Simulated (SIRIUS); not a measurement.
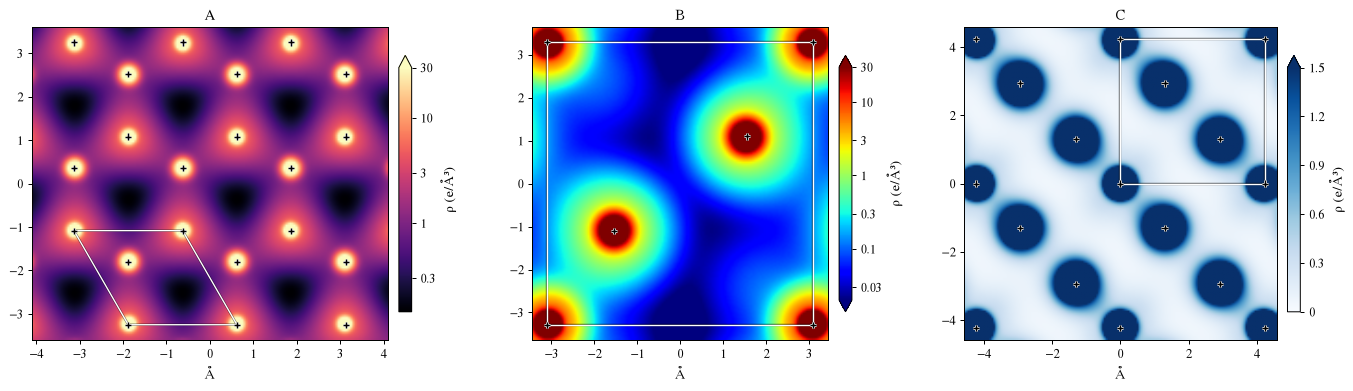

The total electron density of 3 systems, each on a plane through atoms (crosses mark nuclei in the plane).

Method: SIRIUS, Kohn-Sham DFT of a periodic cell, PBEsol, all-electron FP-LAPW.

System 1: BN, the (001) plane of the conventional cell. Space group R3m; a structure from a database of computed crystals, not necessarily the ambient phase.

System 2: SiO2, the (001) plane of the conventional cell. Space group P4₂/mnm; a structure from a database of computed crystals, not necessarily the ambient phase.

```xyz
6
Lattice="4.2332 0.0000 0.0000 0.0000 4.2332 0.0000 0.0000 0.0000 2.6935" Properties=species:S:1:pos:R:3 pbc="T T T"
Si    0.0000    0.0000    0.0000
Si    2.1166    2.1166    1.3467
O     3.4155    0.8177    1.3467
O     1.2989    1.2989    0.0000
O     0.8177    3.4155    1.3467
O     2.9343    2.9343    0.0000
```

System 3: ZrSe2, the (110) plane of the conventional cell. Space group P-3m1.

```xyz
3
Lattice="3.7980 0.0000 0.0000 -1.8990 3.2892 0.0000 0.0000 0.0000 6.1920" Properties=species:S:1:pos:R:3 pbc="T T T"
Zr    0.0000    0.0000    0.0000
Se    1.8990    1.0964    4.6440
Se    0.0000    2.1928    1.5480
```

> Match each panel to its system.

Panel A is system 1, BN: the plane holds N and B. B–N (1.44 Å): ρ is about 1.8 e/Å³ halfway. Panel B is system 3, ZrSe2: the plane holds Zr and Se. Zr–Se (2.68 Å): ρ is about 0.39 e/Å³ halfway. Panel C is system 2, SiO2: the plane holds Si and O. Si–O (1.84 Å): ρ is about 0.8 e/Å³ halfway.
